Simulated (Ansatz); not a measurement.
Run report: Ni, geometry relaxation (part 2 of 2)

Continued. System: Ni (P6₃/mmc, 2 atoms in the cell). Method: DFT PBE, scalar-relativistic, plane waves, PAW, spin-polarised (Ansatz 0.2.0); cutoff 600 eV, 10×10×6 k-mesh, Gaussian smearing of 0.05 eV, collinear spins. The structure was built on a prototype by a generator; it need not be a known phase.

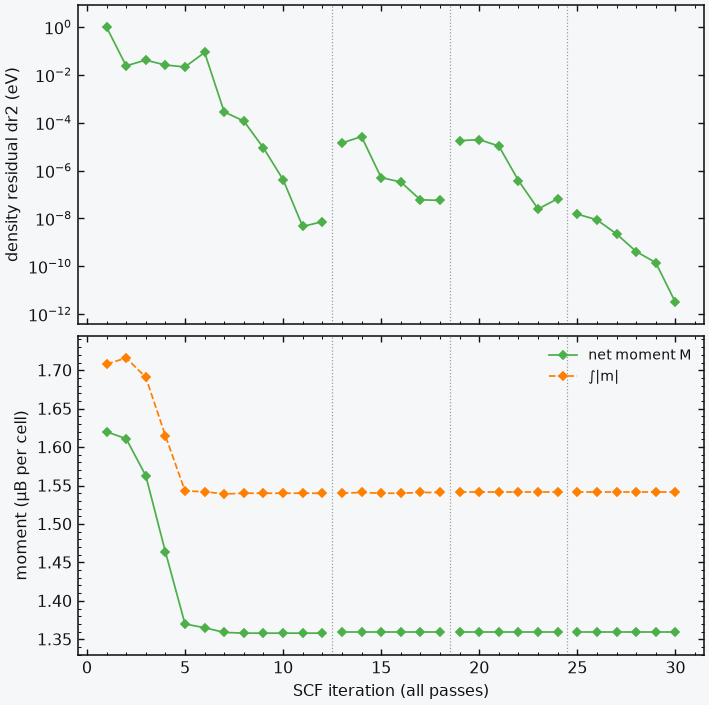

Figure 1. Convergence of the self-consistent field: density residual dr2 and magnetic moment against the SCF iteration. The dotted lines part the SCF passes of the relaxation: geometry steps, rejected trials and re-solves on a re-selected basis. The passes take 12, 6, 6 and 6 iterations. The net moment goes from 1.6 to 1.4 μB per cell.

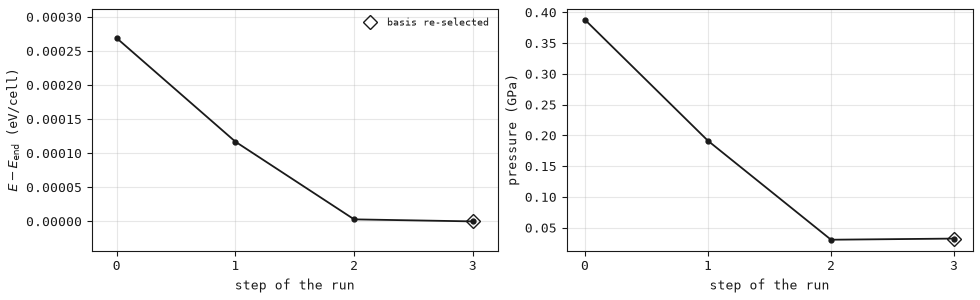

Figure 2. Progress of the relaxation, step by step (the first geometry is step 0 here and step 1 in the log). The energy falls by 0.3 meV per cell of the calculation in 2 geometry steps. All forces vanish by symmetry, so only the cell relaxes. Pressure: 0.39 GPa at the start and 0.03 GPa at the end. No atom moves by more than 0.005 Å relative to the cell. Cell: a = b 2.489 → 2.486 Å (−0.1 %), c 4.065 → 4.081 Å (+0.4 %). Volume +0.2 %. The space group stays P6_3/mmc (No. 194). A last SCF at the same geometry on a re-selected plane-wave basis shifts the energy by next to nothing (0.0 meV per cell of the calculation). (Atoms are counted from 1 in the order of the input.)

```
basis re-selected at this cell: Δ(F+E_penalty+E_count) = -2.828e-6 eV, ΔP = +0.002 GPa vs the last step (what re-selecting the basis moved, of the pressure what is left beyond the Pulay correction that the steps carried, after the strain that the cell walked since its last selection, with what the two solves' SCF thresholds leave and, on support functions, any second-order correction that the steps lacked; it is no measure of the basis error at this ecutwfc). This SCF's stress stands 3.74e-2 GPa from its target on what of the cell is left free (relax.cell.stress_tol is 3.00e-1 GPa) and its largest allowed force component is 9.25e-18 eV/Å (relax.f_tol is 3.00e-2 eV/Å): within both
SCF converged after 6 iterations
Magnetization: 1.3589 μB (18.6794 up, 17.3206 down)
Absolute magnetization: 1.5426 μB (∫|ρ↑−ρ↓|, with the PAW one-centre terms)
Spin contamination: 0.0137 ħ² per cell (⟨S²⟩ above its minimum at these occupations)
Per-site moments (μB) at R_I (Å): [(0.718781579996941, 1.0256129320611245), (0.718781579996941, 1.0256129320611245)]
Free energy (F): -11679.402777 eV
Harris-Foulkes:  -11679.402777 eV  (|F-HF|=1.27e-11)
Internal energy: -11679.397622 eV  (E = F + TS)
E sigma→0 (E₀):  -11679.400199 eV
Entropy (-TS):   -0.005155 eV (-2.578 meV/atom)
Fermi energy:    18.133071 eV
--- Per-component energies (eV) ---
  E_band       = -571.401766
  E_kinetic    = 563.982218
  E_local      = -6889.061784  (includes V_loc(G=0)·N_el)
  E_nonlocal   = 1272.468566
  E_hartree    = 2875.960083
  E_xc         = -169.484445
  E_vxc        = -218.543451  (∫ρ·V_xc dr)
  E_paw        = -3260.314550  (= ΣΔE_a)
  E_vpaw       = -1052.167490  (= ΣTr[D̂ρ^β])
  E_aug_tail   = 0.000150  (compensation charges beyond the density's cutoff)
  E_ewald      = -6072.947860
  E_smearing   = -0.005155  (= −TS)
  E_closure    = -0.000000  (closes the sum)
  Σ components = -11679.402777   (vs F -11679.402777, Δ=0.00e0)
--- Forces (eV/Å), atoms counted from 1 ---
  atom   1  Ni     0.00000000    -0.00000000     0.00000000
  atom   2  Ni     0.00000000     0.00000000    -0.00000000
  max |Σ_I F_I| component: 0.00e0 eV/Å
--- Stress (GPa, compression-positive) ---
        0.037423       0.000000      -0.000000
        0.000000       0.037423      -0.000000
       -0.000000      -0.000000       0.022685
  P = ⅓ Tr σ = 0.0325 GPa (0.325 kbar)
--- Band table (eV; the first three rows and the last of 112) ---
  k-point 0 ↑: bands = ["-85.5990", "-85.5668", "-46.0523", "-45.8939", "-45.8939", "-45.8638", "-45.8638", "-45.8407", "8.9897", "13.1940", "15.6087", "15.7181", "15.7181", "15.9834", "15.9834", "16.4143", "16.4143", "17.3534", "17.3534", "17.6514", "23.5759", "40.4925", "42.3576"]
  k-point 1 ↑: bands = ["-85.5969", "-85.5690", "-46.0383", "-45.8919", "-45.8919", "-45.8658", "-45.8658", "-45.8550", "9.2579", "13.0586", "15.5480", "15.6743", "15.6743", "15.9258", "15.9258", "16.5410", "16.5410", "16.7339", "17.3333", "17.3333", "25.1271", "40.2523", "40.9186"]
  k-point 2 ↑: bands = ["-85.5910", "-85.5749", "-45.9998", "-45.8940", "-45.8864", "-45.8864", "-45.8713", "-45.8713", "10.0344", "12.4114", "15.4043", "15.6170", "15.6358", "15.6358", "15.7967", "15.7967", "16.8048", "16.8048", "17.2473", "17.2473", "28.3595", "36.4014", "40.7558"]
  k-point 55 ↓: bands = ["-84.6584", "-84.6584", "-45.1594", "-45.1594", "-45.1064", "-45.1064", "-45.0189", "-45.0189", "14.8442", "14.8442", "15.4206", "15.4206", "15.8744", "15.8744", "17.0914", "17.0914", "18.2222", "18.2222", "22.7573", "22.7573", "26.1185", "26.1185", "27.6730"]
--- Relaxed structure (3 steps of the walk, 3 accepted, 1 SCFs on fresh bases) ---
  F+E_penalty+E_count = -11679.40277702 eV   max|allowed force component| = 9.252e-18 eV/Å   (the final SCF, on the basis selected at the relaxed cell)
  cell:  # Å, volume = 21.8468 Å³
    - [2.4863343807542413, 0.0, 0.0]
    - [-1.2431671903771206, 2.1532287360358238, 0.0]
    - [0.0, 0.0, 4.080727418937212]
  atoms:
    - { symbol: Ni, position: [0.3333333333333333, 0.6666666666666666, 0.7499999999999998] }
    - { symbol: Ni, position: [0.6666666666666666, 0.3333333333333333, 0.24999999999999997] }
--- Löwdin populations: 2 sites ---
  site symbol       q [e]    m [muB]
     0     Ni     17.7831     0.7118
     1     Ni     17.7831     0.7118
  spilling = 0.012049 (of n_electrons = 36.000000)
```

**File populations.tsv**
```
# site	symbol	l	j	q_up	q_dn
# orbitals = lowdin
# n_electrons = 36.000000
# spilling = 0.012049
0	Ni	0_3S	-	0.998036	0.998114
0	Ni	0_4S	-	0.476620	0.484032
0	Ni	1_3P	-	2.999134	2.999067
0	Ni	2_3D	-	4.773673	4.054452
1	Ni	0_3S	-	0.998036	0.998114
1	Ni	0_4S	-	0.476620	0.484032
1	Ni	1_3P	-	2.999134	2.999067
1	Ni	2_3D	-	4.773673	4.054452
```

**Trajectory as extended XYZ (Å, eV, eV/Å), 4 frames, from step=1 to step=4**
```
2
Lattice="2.4888 0.0000 0.0000 -1.2444 2.1554 0.0000 0.0000 0.0000 4.0651" Properties=species:S:1:pos:R:3:forces:R:3 step=1 energy=-11679.40251 pressure_GPa=0.39
Ni    0.0000    1.4369    3.0488    0.0000   0.0000   0.0000
Ni    1.2444    0.7185    1.0163    0.0000   0.0000   0.0000
2
Lattice="2.4884 0.0000 0.0000 -1.2442 2.1550 0.0000 0.0000 0.0000 4.0705" Properties=species:S:1:pos:R:3:forces:R:3 step=2 energy=-11679.40266 pressure_GPa=0.19
Ni    0.0000    1.4367    3.0529    0.0000   0.0000   0.0000
Ni    1.2442    0.7183    1.0176    0.0000   0.0000   0.0000
2
Lattice="2.4863 0.0000 0.0000 -1.2432 2.1532 0.0000 0.0000 0.0000 4.0807" Properties=species:S:1:pos:R:3:forces:R:3 step=3 energy=-11679.40277 pressure_GPa=0.03
Ni    0.0000    1.4355    3.0605    0.0000   0.0000   0.0000
Ni    1.2432    0.7177    1.0202    0.0000   0.0000   0.0000
2
Lattice="2.4863 0.0000 0.0000 -1.2432 2.1532 0.0000 0.0000 0.0000 4.0807" Properties=species:S:1:pos:R:3:forces:R:3 step=4 energy=-11679.40278 pressure_GPa=0.03
Ni    0.0000    1.4355    3.0605    0.0000   0.0000   0.0000
Ni    1.2432    0.7177    1.0202    0.0000   0.0000   0.0000
```

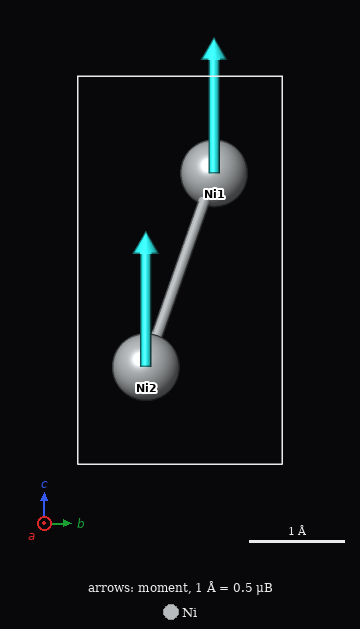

Figure 3. Magnetic moments of the sites as teal arrows (ball-and-stick view of the cell of the calculation, along the a axis; atoms are numbered from 1 in the order of the input); small moments hardly show. The run is collinear, so the axis drawn is arbitrary. Site moments: Ni1, Ni2 (0.72 μB). They are counted near the atoms and needn't add up to the moment of the cell.

The run was set up as follows.

**Input file**
```yaml
crystal:
  lattice:
    - [2.4888467156, 0.0, 0.0]
    - [-1.2444233578, 2.1554044818, 0.0]
    - [0.0, 0.0, 4.0651163022]
  atoms:
    - { symbol: Ni, position: [0.3333333333, 0.6666666667, 0.75], spin: 0.8 }
    - { symbol: Ni, position: [0.6666666667, 0.3333333333, 0.25], spin: 0.8 }
basis:
  ecutwfc: 600
  ecutrho_ratio: 5
kpoints:
  mp_grid: { grid: [10, 10, 6] }
hamiltonian:
  xc: pbe
scf:
  occupations: { method: gaussian, width: 0.05 }
output:
  forces: true
  stress: true
  eigenvalues: true
  populations: true
magnetization:
  spin_polarized: true
relax:
  f_tol: 0.03
  max_steps: 60
  cell: { stress_tol: 0.3 }
```

Command:
```bash
ansatz run input.yaml --threads 4 --pin off --max-ram 8192MiB --backend cpu --events-out ev --progress --plain --runs-dir out
```

**Key numbers**

| quantity | value |
| --- | --- |
| outcome | converged |
| space group (tolerance 0.01 Å) | P6₃/mmc (194) |
| electrons treated | 36 |
| free energy | −11679.4028 eV |
| Fermi energy | 18.133 eV |
| gap on the k-point mesh | none (metallic) |
| net moment of the cell | 1.36 μB |
| integrated absolute moment | 1.54 μB |
| pressure | 0.03 GPa |
| final volume | 21.85 Å³ |
| largest force (length of the vector) at the end | under 0.001 eV/Å |
| final cell | a = 2.486 Å, b = 2.486 Å, c = 4.081 Å, α = 90.00°, β = 90.00°, γ = 120.00° |
| hardware | 4 threads of an x86-64 CPU, shared host |
| wall time | 5.5 s (CPU time 18 s) |
| peak memory | 0.51 GiB |
